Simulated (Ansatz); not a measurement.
## ScAl: geometry relaxation (part 1 of 2)

The run: geometry relaxation of ScAl (Pm-3m, 2 atoms in the cell). Method and program: DFT r2SCAN, scalar-relativistic, plane waves, PAW, no spin polarisation (Ansatz 0.2.0).

The structure derives from a Materials Project entry. It belongs to a series of runs on one base structure; here: relaxed under r2SCAN. Figures and captions count atoms from 1; the log counts them from 0 in places.

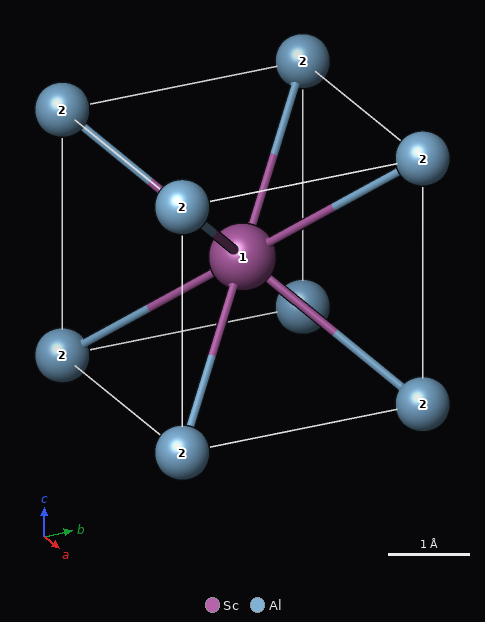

The structure as given in the input (ball-and-stick view of the cell of the calculation, seen at an oblique angle; atoms are numbered from 1 in the order of the input). Near neighbours in the crystal (not all of them lie inside the picture): Sc has 8 Al at 2.90 Å; Al has 8 Sc at 2.90 Å.

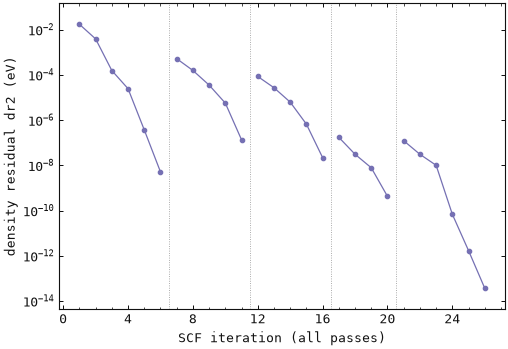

Convergence of the self-consistent field: density residual dr2 against the SCF iteration. The dotted lines part the SCF passes of the relaxation: geometry steps, rejected trials and re-solves on a re-selected basis. The 5 passes take 4 to 6 iterations each, 26 in all.

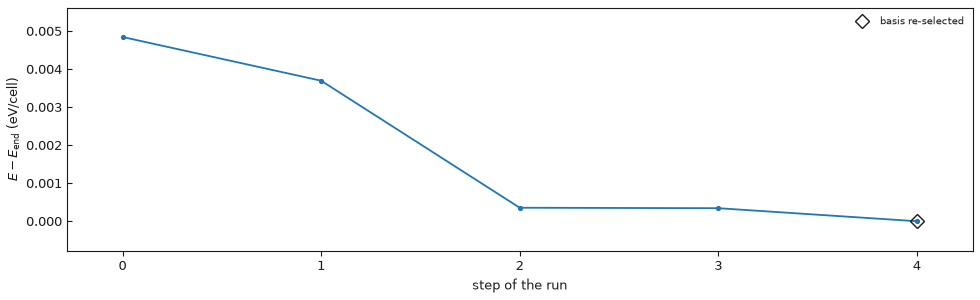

Progress of the relaxation, step by step (the first geometry is step 0 here and step 1 in the log).

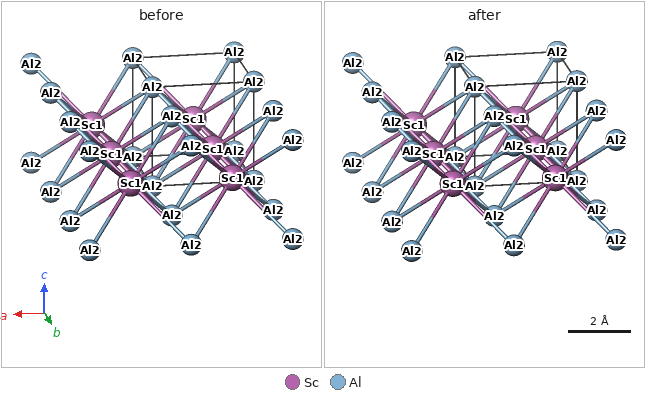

Before (left) and after (right) the relaxation, at one scale (ball-and-stick view of the cell of the calculation, repeated 2 × 3 × 1, seen at an oblique angle). Over 3 geometry steps the energy falls by 4.5 meV per cell of the calculation. All forces vanish by symmetry, so only the cell relaxes. The pressure goes from 1.87 to 0.00 GPa. The atoms keep their places relative to the cell (all moves are under 0.005 Å). Cell: a = b = c 3.348 → 3.373 Å (+0.7 %). Volume +2.2 %. Among the contacts that change: Sc1–Al2 2.899 → 2.921 Å. The space group stays Pm-3m (No. 221). A last SCF at the same geometry on a re-selected plane-wave basis shifts the energy by −0.3 meV per cell of the calculation. (Atoms are counted from 1 in the order of the input.)

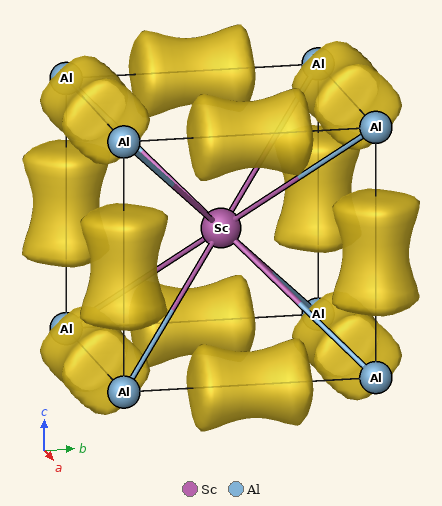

Isosurface of the ELF at 0.7 (yellow), seen slightly off an axis. Core shells and regions of very low density are left out. Sticks mark near contacts. The outline is the cell set on symmetry axes. Values along the shortest contacts: Sc–Al (2.92 Å): the ELF is about 0.30 at the midpoint (no shared electron pair). Core electrons are frozen (PAW), so the fields are smoothed inside the atomic spheres.

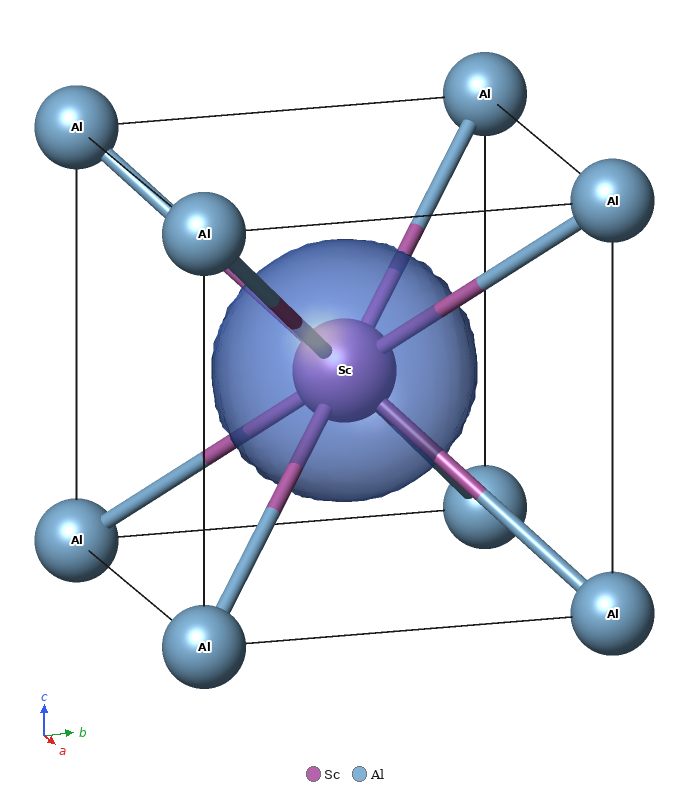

Isosurface of the valence charge density (pseudo) at 0.3 e/Å³ (blue), seen slightly off an axis. Sticks mark near contacts. The outline is the cell set on symmetry axes. At this value the density breaks into separate islands; it holds about 60 % of the electrons treated as valence (semicore included). It is pinched off along the Sc–Al (2.92 Å) contacts. On the grid the lowest density along these lines, outside the cores, is 0.16 e/Å³ (Sc–Al, 2.92 Å).

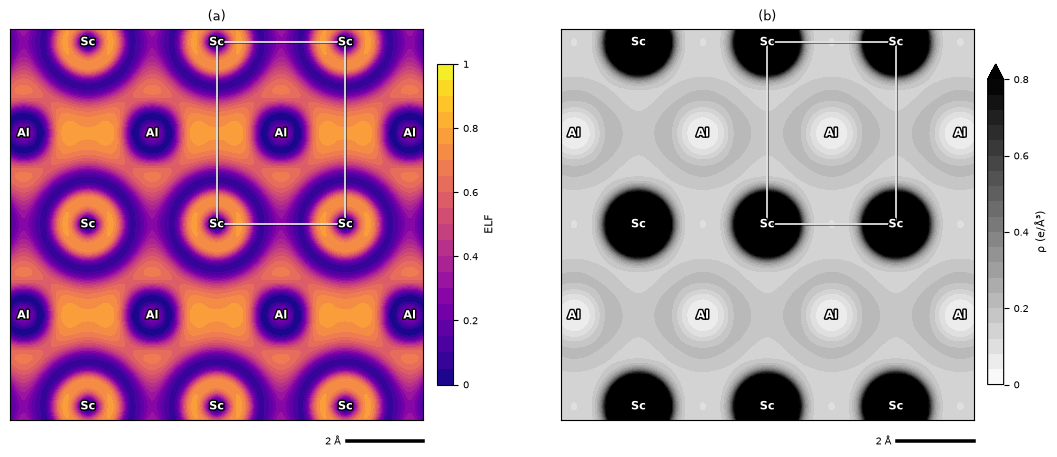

(a) electron localisation function; (b) valence pseudo-density on the (101) plane of the conventional cell. Atoms in the plane: Sc and Al. Sc–Al (2.92 Å): ρ is about 0.16 e/Å³ halfway; the ELF is about 0.30 at the midpoint; no localised pair between them. Away from the nuclei the density in this plane falls to 0.12 e/Å³ at its lowest. The strong features right at Sc lie inside the PAW spheres (semicore, d or f shells) and say nothing about bonding.

The input and output of the run follow.

Input
```yaml
crystal:
  lattice:
    - [3.3478901151, 0.0, 0.0]
    - [0.0, 3.3478901151, 0.0]
    - [0.0, 0.0, 3.3478901151]
  atoms:
    - { symbol: Sc, position: [0.5, 0.5, 0.5] }
    - { symbol: Al, position: [0.0, 0.0, 0.0] }
basis:
  ecutwfc: 500
kpoints:
  mp_grid: { grid: [12, 12, 12] }
hamiltonian:
  xc: r2scan
scf:
  occupations: { method: fermi_dirac, width: 0.15 }
output:
  forces: true
  stress: true
  eigenvalues: true
  write_density: true
  write_potential: true
  elf: true
  volumetric_format: npy
relax:
  adjacent_minimum: "off"
  f_tol: 0.001
  max_steps: 60
  cell: { stress_tol: 0.01 }
```

Run as:
```bash
ansatz run input.yaml --threads 1 --pin off --max-ram 3072MiB --backend cpu --events-out ev --progress --plain --runs-dir out
```

What the program printed
```
Engine: ansatz 0.2.0, x86_64-unknown-linux-gnu
Pseudopotentials: kind: paw
Pseudopotential: Sc, paw, valence charge 11, recommended cutoff 500 eV (meta_gga), Sc.paw.azcp
Pseudopotential: Al, paw, valence charge 3, recommended cutoff 500 eV (meta_gga), Al.paw.azcp
Functional definition: r2SCAN
  parameter k0 = 0.174
  parameter k1 = 0.065
  parameter a1 = 4.9479
  exchange = r2scan_x(k0 = k0, k1 = k1, a1 = a1)
  correlation = r2scan_c
Crystal: 2 atoms, lattice volume = 37.524 Å³
Basis set: ecut = 500 eV, 949 PW (Γ), exchange–correlation on 100×100×100 points (64 copies of the dense FFT grid, shifted against one another)
Bands: 11, of which v1, the nominal top of the filled ones, is band 7 counted from 1 (6 counted from 0)
Symmetry: 48 space group operations
Space group: Pm-3m (ITA 221), of the structure as read, at distance tolerance 3.3e-5 Å
k-points: 84 of 1728
Non-local potential: Sc, projectors of the file, l = 0: 3, l = 1: 2, l = 2: 3, l = 3: 1
Non-local potential: Al, projectors of the file, l = 0: 2, l = 1: 2, l = 2: 1
PAW form: soft (Blöchl's): semilocal exchange-correlation on the pseudo side does not see the compensation charge
PAW frozen core: Sc, regenerated for the run's functional (the file was generated under x = pbe(κ = 0.804, μ = 0.2195149727645171), c = pbe(β = 0.06672455060314922))
PAW frozen core: Al, regenerated for the run's functional (the file was generated under x = pbe(κ = 0.804, μ = 0.2195149727645171), c = pbe(β = 0.06672455060314922))
PAW one-centre angular grid: Sc, 590 points (default); XC on 160 Gauss nodes
PAW one-centre angular grid: Al, 302 points (default); XC on 160 Gauss nodes
Initial density: superposition of atomic densities (neutral atoms: chi_scale 0, normalization atom), corrected by the library's trained network
Initial wavefunctions: pseudopotential atomic-orbital guess
Functional: x = r2scan, c = r2scan; τ floored in thin density (d = 2e-4 eV/Å³)
SCF iter   1: F=—  HF=-2681.956146 eV  |F-HF|=—  |Δ(HF+E_count)|=         —  Δρ=7.44e-3  dr2=1.72e-2  dr2_τ=9.73e-3  ethr=1.77e-3  ⟨swp⟩=5.0  Hψ=4897  notcnv=0
preconditioner: auto → none  [metal: Δε(μ)=0.064 eV  Ē_g=5.504 eV  σ=0.150 eV  W_gap=0.11  n_scr=6 (ndim 8)  ℏωp=14.8 eV  f_vac=0.000  D(μ)=0.83/eV (n_scr^D=6)  sad-step TF]
SCF iter   2: F=—  HF=-2681.991405 eV  |F-HF|=—  |Δ(HF+E_count)|=   3.53e-2  Δρ=3.43e-3  dr2=3.88e-3  dr2_τ=1.60e-4  ethr=1.23e-4  ⟨swp⟩=2.4  Hψ=2411  notcnv=0
SCF iter   3: F=—  HF=-2681.990702 eV  |F-HF|=—  |Δ(HF+E_count)|=   7.03e-4  Δρ=6.29e-4  dr2=1.55e-4  dr2_τ=1.19e-5  ethr=2.77e-5  ⟨swp⟩=2.7  Hψ=1444  notcnv=0
SCF iter   4: F=—  HF=-2681.990726 eV  |F-HF|=—  |Δ(HF+E_count)|=   2.47e-5  Δρ=2.12e-4  dr2=2.44e-5  dr2_τ=1.35e-6  ethr=1.10e-6  ⟨swp⟩=2.1  Hψ=1483  notcnv=0
SCF iter   5: F=—  HF=-2681.990723 eV  |F-HF|=—  |Δ(HF+E_count)|=   3.82e-6  Δρ=4.03e-5  dr2=3.68e-7  dr2_τ=3.76e-8  ethr=1.74e-7  ⟨swp⟩=2.6  Hψ=1481  notcnv=0
SCF iter   6: F=-2681.990723 eV  HF=-2681.990723 eV  |F-HF|=1.93e-9  |Δ(HF+E_count)|=   3.26e-7  Δρ=5.23e-6  dr2=5.11e-9  dr2_τ=1.34e-9  ethr=7.14e-10  ⟨swp⟩=8.1  Hψ=5885  notcnv=0
SCF 1 converged in 6 iterations: F = -2681.990723 eV  dr2 = 5.11e-9
  greatest PAW one-centre occupation: 0.998 electrons in one spin orbital (limit 2), on the Sc atom at site 0 (counted from 0), in its partial waves of l = 0
relax step   1: F+E_penalty+E_count = -2681.99072289 eV  Δ(F+E_penalty+E_count) = +0.000e0 eV  max|allowed force component| = 8.441e-29 eV/Å  Δτ_max = 0.0000 Å  P = +1.873 GPa  Ω = 37.524 Å³  (6 SCF iters, dr2 threshold 1.00e-7 eV, accepted)
Crystal: 2 atoms, lattice volume = 39.063 Å³
Basis set: ecut = 500 eV, 1021 PW (Γ), exchange–correlation on 100×100×100 points (64 copies of the dense FFT grid, shifted against one another)
Initial density: handed on by an earlier stage of this run
Initial wavefunctions: those handed on with the density
iter 1 solved again at ethr=3.80e-6 eV; its pass at ethr=3.10e-3 eV (dr2=5.32e-4 eV) is discarded
SCF iter   1: F=—  HF=-2681.971441 eV  |F-HF|=—  |Δ(HF+E_count)|=         —  Δρ=9.71e-4  dr2=5.18e-4  dr2_τ=1.11e-2  ethr=3.80e-6  ⟨swp⟩=1.8  Hψ=6452  notcnv=0
preconditioner: auto → none  [metal: Δε(μ)=0.078 eV  Ē_g=5.291 eV  σ=0.150 eV  W_gap=0.13  n_scr=6 (ndim 8)  ℏωp=14.6 eV  f_vac=0.000  D(μ)=0.90/eV (n_scr^D=6)]
SCF iter   2: F=—  HF=-2681.991883 eV  |F-HF|=—  |Δ(HF+E_count)|=   2.04e-2  Δρ=5.85e-4  dr2=1.56e-4  dr2_τ=2.82e-6  ethr=3.70e-6  ⟨swp⟩=2.0  Hψ=1601  notcnv=0
SCF iter   3: F=—  HF=-2681.991874 eV  |F-HF|=—  |Δ(HF+E_count)|=   8.96e-6  Δρ=3.12e-4  dr2=3.52e-5  dr2_τ=2.14e-6  ethr=1.11e-6  ⟨swp⟩=2.1  Hψ=1133  notcnv=0
SCF iter   4: F=—  HF=-2681.991875 eV  |F-HF|=—  |Δ(HF+E_count)|=   9.11e-7  Δρ=1.26e-4  dr2=5.61e-6  dr2_τ=9.32e-7  ethr=2.51e-7  ⟨swp⟩=2.0  Hψ=1454  notcnv=0
SCF iter   5: F=-2681.991873 eV  HF=-2681.991873 eV  |F-HF|=6.08e-8  |Δ(HF+E_count)|=   1.92e-6  Δρ=2.07e-5  dr2=1.34e-7  dr2_τ=5.09e-9  ethr=1.43e-9  ⟨swp⟩=5.3  Hψ=5563  notcnv=0
SCF 2 converged in 5 iterations: F = -2681.991873 eV  dr2 = 1.34e-7
```
